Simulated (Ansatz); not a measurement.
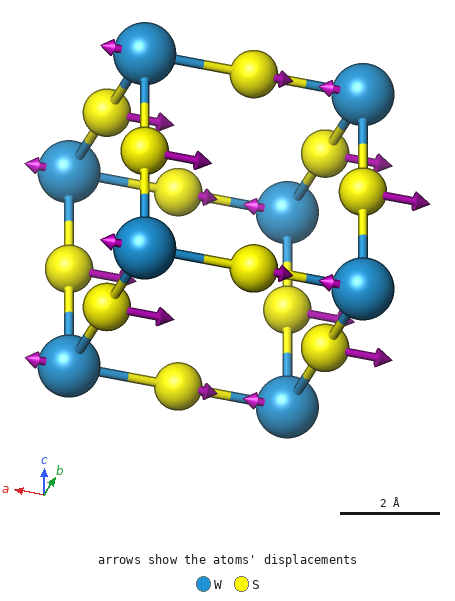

One vibrational mode of a crystal of WS3 (a generated structure) at the zone centre. Displacements are drawn as purple arrows; their common scale and sign are arbitrary. The picture is a ball-and-stick view of the cell of the calculation, seen from a free direction.

Level of theory: DFT PBE, scalar-relativistic, plane waves, PAW in Ansatz. (plane-wave cutoff 420 eV; k-point mesh 10 × 10 × 10; occupations fermi dirac; smearing width 0.15 eV; no spin polarisation)

The frequencies depend somewhat on the k-mesh and the smearing.

### What mode is this, and where does it lie in the spectrum?

This is the T₁u mode (triply degenerate; one member of the set is drawn) at 71 cm⁻¹, the lowest optical level, infrared-active by symmetry. All motion is along a; the kinetic energy is shared as S 68 %, W 32 %. The crystal is a metal, so free carriers screen the infrared response.
